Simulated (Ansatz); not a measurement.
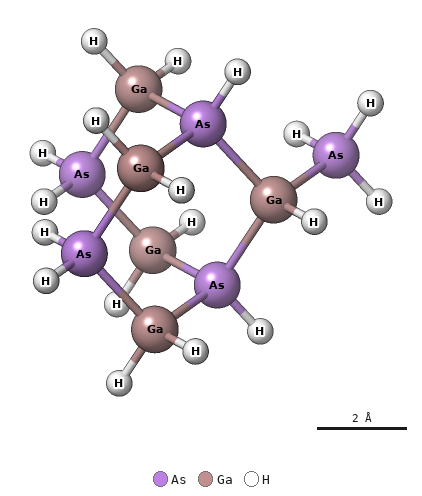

*The input geometry (ball-and-stick view of the molecule without its box, seen at a tilt).*

Bond lengths as drawn: As–Ga 2.49 Å, As–H 1.52 Å and Ga–H 1.57 Å.

# Run report: Ga5As5H18, geometry relaxation (part 1 of 3)

System: Ga5As5H18 (28 atoms in the cell).
Method: DFT PBE, scalar-relativistic, plane waves, PAW, no spin polarisation (Ansatz 0.2.0).

The structure derives from an entry of the Crystallography Open Database. It belongs to a series of runs on one base structure; here: cluster of 10 atoms cut as a sphere about point 0.26 0.45 0.45, cut bonds capped with H.

## Input
```yaml
crystal:
  lattice:
    - [15.5, 0.0, 0.0]
    - [0.0, 15.9, 0.0]
    - [0.0, 0.0, 16.2]
  atoms:
    - { symbol: As, position: [0.5, 0.4096637646, 0.5886633422] }
    - { symbol: Ga, position: [0.4073325069, 0.5, 0.5] }
    - { symbol: As, position: [0.5, 0.5903362354, 0.4113366578] }
    - { symbol: Ga, position: [0.5926674931, 0.3193275291, 0.5] }
    - { symbol: Ga, position: [0.5926674931, 0.6806724709, 0.5] }
    - { symbol: As, position: [0.3146650138, 0.4096637646, 0.4113366578] }
    - { symbol: As, position: [0.6853349862, 0.4096637646, 0.4113366578] }
    - { symbol: Ga, position: [0.5926674931, 0.5, 0.3226733156] }
    - { symbol: Ga, position: [0.5926674931, 0.5, 0.6773266844] }
    - { symbol: As, position: [0.6853349862, 0.5903362354, 0.5886633422] }
    - { symbol: H, position: [0.4433824252, 0.3544705313, 0.6428344786] }
    - { symbol: H, position: [0.3488525119, 0.5570088002, 0.5559530816] }
    - { symbol: H, position: [0.4433824252, 0.6455294687, 0.3571655214] }
    - { symbol: H, position: [0.5341874981, 0.262318729, 0.4440469184] }
    - { symbol: H, position: [0.6511474881, 0.262318729, 0.5559530816] }
    - { symbol: H, position: [0.5341874981, 0.737681271, 0.5559530816] }
    - { symbol: H, position: [0.6511474881, 0.737681271, 0.4440469184] }
    - { symbol: H, position: [0.3712825885, 0.3544705313, 0.3571655214] }
    - { symbol: H, position: [0.258047439, 0.3544705313, 0.4655077942] }
    - { symbol: H, position: [0.258047439, 0.4648569978, 0.3571655214] }
    - { symbol: H, position: [0.741952561, 0.3544705313, 0.3571655214] }
    - { symbol: H, position: [0.741952561, 0.4648569978, 0.4655077942] }
    - { symbol: H, position: [0.5341874981, 0.4429911998, 0.266720234] }
    - { symbol: H, position: [0.6511474881, 0.5570088002, 0.266720234] }
    - { symbol: H, position: [0.5341874981, 0.5570088002, 0.733279766] }
    - { symbol: H, position: [0.6511474881, 0.4429911998, 0.733279766] }
    - { symbol: H, position: [0.741952561, 0.6455294687, 0.6428344786] }
    - { symbol: H, position: [0.741952561, 0.5351430022, 0.5344922058] }
basis:
  ecutwfc: 420
kpoints:
  mp_grid: { grid: [1, 1, 1] }
hamiltonian:
  xc: pbe
scf:
  occupations: { method: gaussian, width: 0.05 }
output:
  forces: true
  eigenvalues: true
  populations: true
  write_density: true
  write_potential: true
  elf: true
  volumetric_format: npy
relax:
  adjacent_minimum: "off"
  f_tol: 0.03
  max_steps: 40
```

Run on 4 threads of Intel Xeon @ 2.50GHz (Skylake/Cascade Lake), 128 GiB of memory available, shared host.

Command:
```bash
ansatz run input.yaml --threads 4 --pin off --max-ram 11264MiB --backend cpu --events-out ev --progress --plain --runs-dir out
```

## Log
```
Engine: ansatz 0.2.0, x86_64-unknown-linux-gnu
Pseudopotentials: kind: paw
Pseudopotential: As, paw, valence charge 15, recommended cutoff 420 eV (normal), As.paw.azcp
Pseudopotential: Ga, paw, valence charge 13, recommended cutoff 420 eV (normal), Ga.paw.azcp
Pseudopotential: H, paw, valence charge 1, recommended cutoff 420 eV (normal), H.paw.azcp
Functional definition: PBE
  parameter kappa = 0.804
  parameter beta = 0.06672455060314922
  exchange = pbe_x(kappa = kappa, mu = beta*pi^2/3)
  correlation = pbe_c(beta = beta)
Crystal: 28 atoms, lattice volume = 3992.490 Å³
Basis set: ecut = 420 eV, 77981 PW (Γ), exchange–correlation on 216×216×240 points (8 copies of the dense FFT grid, shifted against one another)
Bands: 107, of which v1, the nominal top of the filled ones, is band 79 counted from 1 (78 counted from 0)
Symmetry: 1 space group operations
Space group: P1 (ITA 1), of the structure as read, at distance tolerance 1.6e-4 Å
k-points: 1
Non-local potential: As, projectors of the file, l = 0: 2, l = 1: 2, l = 2: 3, l = 3: 1
Non-local potential: Ga, projectors of the file, l = 0: 2, l = 1: 2, l = 2: 3, l = 3: 1
Non-local potential: H, projectors of the file, l = 0: 2, l = 1: 1
PAW form: soft (Blöchl's): semilocal exchange-correlation on the pseudo side does not see the compensation charge
PAW one-centre angular grid: As, 590 points (default); XC on 64 Gauss nodes
PAW one-centre angular grid: Ga, 590 points (default); XC on 64 Gauss nodes
PAW one-centre angular grid: H, 110 points (default); XC on 64 Gauss nodes
Initial density: superposition of atomic densities (neutral atoms: chi_scale 0, normalization atom), corrected by the library's trained network
Initial wavefunctions: pseudopotential atomic-orbital guess
Functional: x = pbe(κ = 0.804, μ = 0.2195149727645171), c = pbe(β = 0.06672455060314922)
SCF iter   1: F=—  HF=-43477.864855 eV  |F-HF|=—  |Δ(HF+E_count)|=         —  Δρ=1.78e-3  dr2=5.75e-1  ethr=1.77e-3  ⟨swp⟩=8.0  Hψ=522  notcnv=0  defer=10
preconditioner: auto → Resta (q_TF=auto, 1.593 Å⁻¹)  ε∞=1.2  [insulator: Δε(μ)=3.702 eV  Ē_g=13.530 eV  σ=0.050 eV  W_gap=1.00  n_scr=254 (ndim 8)  ℏωp=6.1 eV  f_vac=0.849  D(μ)=0.00/eV (n_scr^D=0)  ε∞_Penn≈1.2  vacuum switching on, ρ_ref=1.3e-2 e/Å³]
SCF iter   2: F=—  HF=-43477.640657 eV  |F-HF|=—  |Δ(HF+E_count)|=   2.24e-1  Δρ=7.37e-4  dr2=5.23e-2  ethr=3.64e-4  ⟨swp⟩=4.0  Hψ=168  notcnv=0  defer=20
SCF iter   3: F=—  HF=-43477.633380 eV  |F-HF|=—  |Δ(HF+E_count)|=   7.28e-3  Δρ=3.32e-4  dr2=8.02e-3  ethr=3.31e-5  ⟨swp⟩=3.0  Hψ=180  notcnv=0  defer=20
SCF iter   4: F=—  HF=-43477.634744 eV  |F-HF|=—  |Δ(HF+E_count)|=   1.36e-3  Δρ=1.46e-4  dr2=1.12e-3  ethr=5.08e-6  ⟨swp⟩=2.0  Hψ=155  notcnv=0  defer=20
SCF iter   5: F=—  HF=-43477.635491 eV  |F-HF|=—  |Δ(HF+E_count)|=   7.47e-4  Δρ=4.61e-5  dr2=9.35e-5  ethr=7.11e-7  ⟨swp⟩=2.0  Hψ=141  notcnv=0  defer=20
SCF iter   6: F=-43477.635526 eV  HF=-43477.635523 eV  |F-HF|=3.52e-6  |Δ(HF+E_count)|=   3.12e-5  Δρ=1.15e-5  dr2=4.70e-6  ethr=1.42e-8  ⟨swp⟩=27.0  Hψ=1423  notcnv=0
SCF 1 converged in 6 iterations: F = -43477.635526 eV  dr2 = 4.70e-6
  greatest PAW one-centre occupation: 0.999 electrons in one spin orbital (limit 2), on the As atom at site 5 (counted from 0), in its partial waves of l = 2
relax step   1: F+E_penalty+E_count = -43477.63552614 eV  Δ(F+E_penalty+E_count) = +0.000e0 eV  max|allowed force component| = 1.094e0 eV/Å  Δτ_max = 0.0000 Å  (6 SCF iters, dr2 threshold 2.25e-5 eV, accepted)
Initial density: handed on by an earlier stage of this run
Initial wavefunctions: those handed on with the density
iter 1 solved again at ethr=6.10e-4 eV; its pass at ethr=3.10e-3 eV (dr2=9.63e-1 eV) is discarded
SCF iter   1: F=—  HF=-43479.150790 eV  |F-HF|=—  |Δ(HF+E_count)|=         —  Δρ=5.44e-3  dr2=9.67e-1  ethr=6.10e-4  ⟨swp⟩=1.0  Hψ=458  notcnv=0  defer=22
preconditioner: auto → Resta (q_TF=auto, 1.593 Å⁻¹)  ε∞=1.2  [insulator: Δε(μ)=3.700 eV  Ē_g=13.337 eV  σ=0.050 eV  W_gap=1.00  n_scr=254 (ndim 8)  ℏωp=6.1 eV  f_vac=0.852  D(μ)=0.00/eV (n_scr^D=0)  ε∞_Penn≈1.2  vacuum switching on, ρ_ref=1.3e-2 e/Å³]
SCF iter   2: F=—  HF=-43478.915218 eV  |F-HF|=—  |Δ(HF+E_count)|=   2.36e-1  Δρ=2.60e-3  dr2=1.24e-1  ethr=6.10e-4  ⟨swp⟩=4.0  Hψ=121  notcnv=0  defer=22
SCF iter   3: F=—  HF=-43478.916320 eV  |F-HF|=—  |Δ(HF+E_count)|=   1.10e-3  Δρ=7.65e-4  dr2=1.67e-2  ethr=7.83e-5  ⟨swp⟩=4.0  Hψ=186  notcnv=0  defer=22
SCF iter   4: F=—  HF=-43478.915374 eV  |F-HF|=—  |Δ(HF+E_count)|=   9.46e-4  Δρ=2.29e-4  dr2=2.02e-3  ethr=1.05e-5  ⟨swp⟩=2.0  Hψ=144  notcnv=0  defer=22
SCF iter   5: F=—  HF=-43478.915230 eV  |F-HF|=—  |Δ(HF+E_count)|=   1.44e-4  Δρ=5.50e-5  dr2=1.29e-4  ethr=1.28e-6  ⟨swp⟩=2.0  Hψ=161  notcnv=0  defer=22
SCF iter   6: F=-43478.915243 eV  HF=-43478.915247 eV  |F-HF|=3.49e-6  |Δ(HF+E_count)|=   1.71e-5  Δρ=1.84e-5  dr2=1.48e-5  ethr=4.73e-8  ⟨swp⟩=25.0  Hψ=1051  notcnv=0
SCF 2 converged in 6 iterations: F = -43478.915243 eV  dr2 = 1.48e-5
relax step   2: F+E_penalty+E_count = -43478.91524343 eV  Δ(F+E_penalty+E_count) = -1.280e0 eV  max|allowed force component| = 4.558e-1 eV/Å  Δτ_max = 0.1949 Å  (6 SCF iters, dr2 threshold 7.48e-5 eV, accepted)
SCF iter   1: F=—  HF=-43479.096554 eV  |F-HF|=—  |Δ(HF+E_count)|=         —  Δρ=3.36e-3  dr2=2.54e-1  ethr=1.88e-3  ⟨swp⟩=4.0  Hψ=225  notcnv=0  defer=13
preconditioner: auto → Resta (q_TF=auto, 1.593 Å⁻¹)  ε∞=1.2  [insulator: Δε(μ)=3.917 eV  Ē_g=13.490 eV  σ=0.050 eV  W_gap=1.00  n_scr=254 (ndim 8)  ℏωp=6.1 eV  f_vac=0.851  D(μ)=0.00/eV (n_scr^D=0)  ε∞_Penn≈1.2  vacuum switching on, ρ_ref=1.3e-2 e/Å³]
SCF iter   2: F=—  HF=-43479.057993 eV  |F-HF|=—  |Δ(HF+E_count)|=   3.86e-2  Δρ=1.53e-3  dr2=4.72e-2  ethr=1.61e-4  ⟨swp⟩=3.0  Hψ=149  notcnv=0  defer=24
SCF iter   3: F=—  HF=-43479.058793 eV  |F-HF|=—  |Δ(HF+E_count)|=   8.00e-4  Δρ=4.22e-4  dr2=1.41e-2  ethr=2.99e-5  ⟨swp⟩=2.0  Hψ=115  notcnv=0  defer=24
SCF iter   4: F=—  HF=-43479.055427 eV  |F-HF|=—  |Δ(HF+E_count)|=   3.37e-3  Δρ=8.55e-5  dr2=3.67e-4  ethr=8.95e-6  ⟨swp⟩=3.0  Hψ=159  notcnv=0  defer=24
SCF iter   5: F=—  HF=-43479.055584 eV  |F-HF|=—  |Δ(HF+E_count)|=   1.56e-4  Δρ=2.69e-5  dr2=3.07e-5  ethr=2.32e-7  ⟨swp⟩=2.0  Hψ=161  notcnv=0  defer=24
SCF iter   6: F=-43479.055590 eV  HF=-43479.055591 eV  |F-HF|=5.52e-7  |Δ(HF+E_count)|=   7.32e-6  Δρ=8.38e-6  dr2=3.05e-6  ethr=8.22e-9  ⟨swp⟩=25.0  Hψ=1192  notcnv=0
SCF 3 converged in 6 iterations: F = -43479.055590 eV  dr2 = 3.05e-6
relax step   3: F+E_penalty+E_count = -43479.05559044 eV  Δ(F+E_penalty+E_count) = -1.403e-1 eV  max|allowed force component| = 1.901e-1 eV/Å  Δτ_max = 0.1555 Å  (6 SCF iters, dr2 threshold 1.30e-5 eV, accepted)
SCF iter   1: F=—  HF=-43479.147470 eV  |F-HF|=—  |Δ(HF+E_count)|=         —  Δρ=2.70e-3  dr2=1.82e-1  ethr=1.15e-3  ⟨swp⟩=3.0  Hψ=210  notcnv=0  defer=24
preconditioner: auto → Resta (q_TF=auto, 1.593 Å⁻¹)  ε∞=1.2  [insulator: Δε(μ)=3.989 eV  Ē_g=13.525 eV  σ=0.050 eV  W_gap=1.00  n_scr=254 (ndim 8)  ℏωp=6.1 eV  f_vac=0.852  D(μ)=0.00/eV (n_scr^D=0)  ε∞_Penn≈1.2  vacuum switching on, ρ_ref=1.3e-2 e/Å³]
SCF iter   2: F=—  HF=-43479.113984 eV  |F-HF|=—  |Δ(HF+E_count)|=   3.35e-2  Δρ=1.21e-3  dr2=3.10e-2  ethr=1.15e-4  ⟨swp⟩=3.0  Hψ=147  notcnv=0  defer=24
SCF iter   3: F=—  HF=-43479.112358 eV  |F-HF|=—  |Δ(HF+E_count)|=   1.63e-3  Δρ=2.48e-4  dr2=3.98e-3  ethr=1.96e-5  ⟨swp⟩=2.0  Hψ=113  notcnv=0  defer=24
SCF iter   4: F=—  HF=-43479.111563 eV  |F-HF|=—  |Δ(HF+E_count)|=   7.95e-4  Δρ=6.36e-5  dr2=1.80e-4  ethr=2.52e-6  ⟨swp⟩=2.0  Hψ=152  notcnv=0  defer=24
SCF iter   5: F=—  HF=-43479.111573 eV  |F-HF|=—  |Δ(HF+E_count)|=   1.00e-5  Δρ=2.10e-5  dr2=1.91e-5  ethr=1.14e-7  ⟨swp⟩=2.0  Hψ=128  notcnv=0  defer=24
SCF iter   6: F=-43479.111574 eV  HF=-43479.111575 eV  |F-HF|=7.96e-7  |Δ(HF+E_count)|=   1.33e-6  Δρ=6.63e-6  dr2=1.87e-6  ethr=3.97e-9  ⟨swp⟩=24.0  Hψ=1135  notcnv=0
SCF 4 converged in 6 iterations: F = -43479.111574 eV  dr2 = 1.87e-6
relax step   4: F+E_penalty+E_count = -43479.11157378 eV  Δ(F+E_penalty+E_count) = -5.598e-2 eV  max|allowed force component| = 1.486e-1 eV/Å  Δτ_max = 0.1319 Å  (6 SCF iters, dr2 threshold 6.27e-6 eV, accepted)
iter 1 solved again at ethr=3.27e-4 eV; its pass at ethr=3.10e-3 eV (dr2=5.17e-1 eV) is discarded
SCF iter   1: F=—  HF=-43479.223153 eV  |F-HF|=—  |Δ(HF+E_count)|=         —  Δρ=4.84e-3  dr2=5.33e-1  ethr=3.27e-4  ⟨swp⟩=1.0  Hψ=359  notcnv=0  defer=24
preconditioner: auto → Resta (q_TF=auto, 1.593 Å⁻¹)  ε∞=1.2  [insulator: Δε(μ)=4.045 eV  Ē_g=13.545 eV  σ=0.050 eV  W_gap=1.00  n_scr=254 (ndim 8)  ℏωp=6.1 eV  f_vac=0.853  D(μ)=0.00/eV (n_scr^D=0)  ε∞_Penn≈1.2  vacuum switching on, ρ_ref=1.3e-2 e/Å³]
SCF iter   2: F=—  HF=-43479.150807 eV  |F-HF|=—  |Δ(HF+E_count)|=   7.23e-2  Δρ=2.12e-3  dr2=9.47e-2  ethr=3.27e-4  ⟨swp⟩=3.0  Hψ=107  notcnv=0  defer=24
SCF iter   3: F=—  HF=-43479.150505 eV  |F-HF|=—  |Δ(HF+E_count)|=   3.02e-4  Δρ=5.45e-4  dr2=1.97e-2  ethr=5.99e-5  ⟨swp⟩=2.0  Hψ=116  notcnv=0  defer=24
SCF iter   4: F=—  HF=-43479.145971 eV  |F-HF|=—  |Δ(HF+E_count)|=   4.53e-3  Δρ=1.15e-4  dr2=5.90e-4  ethr=1.25e-5  ⟨swp⟩=2.0  Hψ=107  notcnv=0  defer=24
SCF iter   5: F=—  HF=-43479.146188 eV  |F-HF|=—  |Δ(HF+E_count)|=   2.17e-4  Δρ=3.90e-5  dr2=8.98e-5  ethr=3.74e-7  ⟨swp⟩=2.0  Hψ=166  notcnv=0  defer=24
SCF iter   6: F=—  HF=-43479.146184 eV  |F-HF|=—  |Δ(HF+E_count)|=   4.08e-6  Δρ=1.02e-5  dr2=4.03e-6  ethr=5.68e-8  ⟨swp⟩=2.0  Hψ=128  notcnv=0  defer=24
SCF iter   7: F=-43479.146185 eV  HF=-43479.146185 eV  |F-HF|=1.72e-8  |Δ(HF+E_count)|=   9.44e-7  Δρ=3.03e-6  dr2=3.89e-7  ethr=2.43e-9  ⟨swp⟩=24.0  Hψ=1071  notcnv=0
SCF 5 converged in 7 iterations: F = -43479.146185 eV  dr2 = 3.89e-7
relax step   5: F+E_penalty+E_count = -43479.14618492 eV  Δ(F+E_penalty+E_count) = -3.461e-2 eV  max|allowed force component| = 6.007e-2 eV/Å  Δτ_max = 0.2000 Å  (7 SCF iters, dr2 threshold 3.84e-6 eV, accepted)
SCF iter   1: F=—  HF=-43479.216113 eV  |F-HF|=—  |Δ(HF+E_count)|=         —  Δρ=3.41e-3  dr2=2.81e-1  ethr=1.79e-3  ⟨swp⟩=4.0  Hψ=222  notcnv=0  defer=15
preconditioner: auto → Resta (q_TF=auto, 1.593 Å⁻¹)  ε∞=1.2  [insulator: Δε(μ)=4.036 eV  Ē_g=13.534 eV  σ=0.050 eV  W_gap=1.00  n_scr=254 (ndim 8)  ℏωp=6.1 eV  f_vac=0.853  D(μ)=0.00/eV (n_scr^D=0)  ε∞_Penn≈1.2  vacuum switching on, ρ_ref=1.3e-2 e/Å³]
SCF iter   2: F=—  HF=-43479.170466 eV  |F-HF|=—  |Δ(HF+E_count)|=   4.56e-2  Δρ=1.53e-3  dr2=5.02e-2  ethr=1.78e-4  ⟨swp⟩=3.0  Hψ=159  notcnv=0  defer=19
SCF iter   3: F=—  HF=-43479.168994 eV  |F-HF|=—  |Δ(HF+E_count)|=   1.47e-3  Δρ=3.64e-4  dr2=1.10e-2  ethr=3.18e-5  ⟨swp⟩=2.0  Hψ=126  notcnv=0  defer=19
SCF iter   4: F=—  HF=-43479.166378 eV  |F-HF|=—  |Δ(HF+E_count)|=   2.62e-3  Δρ=8.57e-5  dr2=3.43e-4  ethr=6.98e-6  ⟨swp⟩=2.0  Hψ=112  notcnv=0  defer=19
SCF iter   5: F=—  HF=-43479.166391 eV  |F-HF|=—  |Δ(HF+E_count)|=   1.29e-5  Δρ=2.72e-5  dr2=3.31e-5  ethr=2.17e-7  ⟨swp⟩=2.0  Hψ=133  notcnv=0  defer=19
SCF iter   6: F=—  HF=-43479.166603 eV  |F-HF|=—  |Δ(HF+E_count)|=   2.12e-4  Δρ=7.80e-6  dr2=2.33e-6  ethr=2.10e-8  ⟨swp⟩=2.0  Hψ=156  notcnv=0  defer=19
SCF iter   7: F=—  HF=-43479.166603 eV  |F-HF|=—  |Δ(HF+E_count)|=   4.29e-7  Δρ=2.13e-6  dr2=2.20e-7  ethr=1.48e-9  ⟨swp⟩=2.0  Hψ=142  notcnv=0  defer=19
SCF iter   8: F=-43479.166604 eV  HF=-43479.166604 eV  |F-HF|=1.75e-10  |Δ(HF+E_count)|=   4.52e-8  Δρ=7.14e-7  dr2=2.30e-8  ethr=6.33e-11  ⟨swp⟩=21.0  Hψ=870  notcnv=0
SCF 6 converged in 8 iterations: F = -43479.166604 eV  dr2 = 2.30e-8
relax step   6: F+E_penalty+E_count = -43479.16660352 eV  Δ(F+E_penalty+E_count) = -2.042e-2 eV  max|allowed force component| = 4.481e-2 eV/Å  Δτ_max = 0.1468 Å  (8 SCF iters, accepted)
SCF iter   1: F=—  HF=-43479.178756 eV  |F-HF|=—  |Δ(HF+E_count)|=         —  Δρ=1.41e-3  dr2=4.62e-2  ethr=3.06e-4  ⟨swp⟩=3.0  Hψ=179  notcnv=0  defer=19
preconditioner: auto → Resta (q_TF=auto, 1.593 Å⁻¹)  ε∞=1.2  [insulator: Δε(μ)=4.048 eV  Ē_g=13.556 eV  σ=0.050 eV  W_gap=1.00  n_scr=254 (ndim 8)  ℏωp=6.1 eV  f_vac=0.853  D(μ)=0.00/eV (n_scr^D=0)  ε∞_Penn≈1.2  vacuum switching on, ρ_ref=1.3e-2 e/Å³]
SCF iter   2: F=—  HF=-43479.171664 eV  |F-HF|=—  |Δ(HF+E_count)|=   7.09e-3  Δρ=6.44e-4  dr2=8.60e-3  ethr=2.92e-5  ⟨swp⟩=2.0  Hψ=125  notcnv=0  defer=19
SCF iter   3: F=—  HF=-43479.171468 eV  |F-HF|=—  |Δ(HF+E_count)|=   1.95e-4  Δρ=1.27e-4  dr2=1.29e-3  ethr=5.44e-6  ⟨swp⟩=2.0  Hψ=117  notcnv=0  defer=19
SCF iter   4: F=—  HF=-43479.171159 eV  |F-HF|=—  |Δ(HF+E_count)|=   3.10e-4  Δρ=3.19e-5  dr2=5.86e-5  ethr=8.19e-7  ⟨swp⟩=2.0  Hψ=133  notcnv=0  defer=19
SCF iter   5: F=—  HF=-43479.171370 eV  |F-HF|=—  |Δ(HF+E_count)|=   2.11e-4  Δρ=1.12e-5  dr2=5.76e-6  ethr=3.71e-8  ⟨swp⟩=2.0  Hψ=136  notcnv=0  defer=19
SCF iter   6: F=—  HF=-43479.171370 eV  |F-HF|=—  |Δ(HF+E_count)|=   2.12e-7  Δρ=3.33e-6  dr2=3.75e-7  ethr=3.65e-9  ⟨swp⟩=2.0  Hψ=142  notcnv=0  defer=19
SCF iter   7: F=-43479.171370 eV  HF=-43479.171370 eV  |F-HF|=2.33e-10  |Δ(HF+E_count)|=   1.05e-7  Δρ=8.84e-7  dr2=2.79e-8  ethr=6.33e-11  ⟨swp⟩=21.0  Hψ=932  notcnv=0
SCF 7 converged in 7 iterations: F = -43479.171370 eV  dr2 = 2.79e-8
relax step   7: F+E_penalty+E_count = -43479.17137026 eV  Δ(F+E_penalty+E_count) = -4.767e-3 eV  max|allowed force component| = 2.518e-2 eV/Å  Δτ_max = 0.0685 Å  (7 SCF iters, accepted)
```
